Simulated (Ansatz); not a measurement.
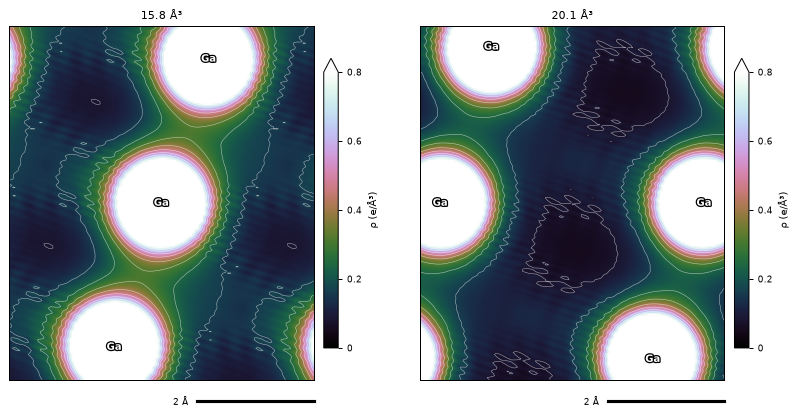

Ga. The valence pseudo-density of cells scaled evenly to different volumes (given per atom above each panel), on the (001) plane of each (indices in the axes of the cell below), at one length scale and on one colour scale.

Level of theory: DFT, PBEsol, plane waves (420 eV) with PAW, scalar-relativistic (Ansatz 0.2.0).

The largest cell:

```
CELL_PARAMETERS angstrom
1.40609 -4.28978 0.02493
1.40609 4.28978 0.02493
-0.05939 0.00000 3.32450
ATOMIC_POSITIONS crystal
Ga 0.86772 0.13228 0.25000
Ga 0.13228 0.86772 0.75000
```

| volume (Å³/atom) | Ga–Ga contact in the plane (Å) | ρ at its midpoint (e/Å³) | pressure (GPa) | 
| --- | --- | --- | --- |
| 15.76 | 2.595 | 0.307 | 10.8 | 
| 18.63 | 2.744 | ? | ? | 
| 20.06 | 2.813 | 0.219 | −4.9 | 

Estimate the missing row, and compare with the calculation.

Over the known rows ln ρ falls by 1.55 per Å of Ga–Ga distance (the line through the two), which gives 0.244 e/Å³ at 2.744 Å; the calculation gives 0.245 e/Å³. For the pressure, a straight line in volume between the neighbouring rows gives 0.3 GPa; the calculation gives −1.9, lower because pressure rises ever faster on compression.
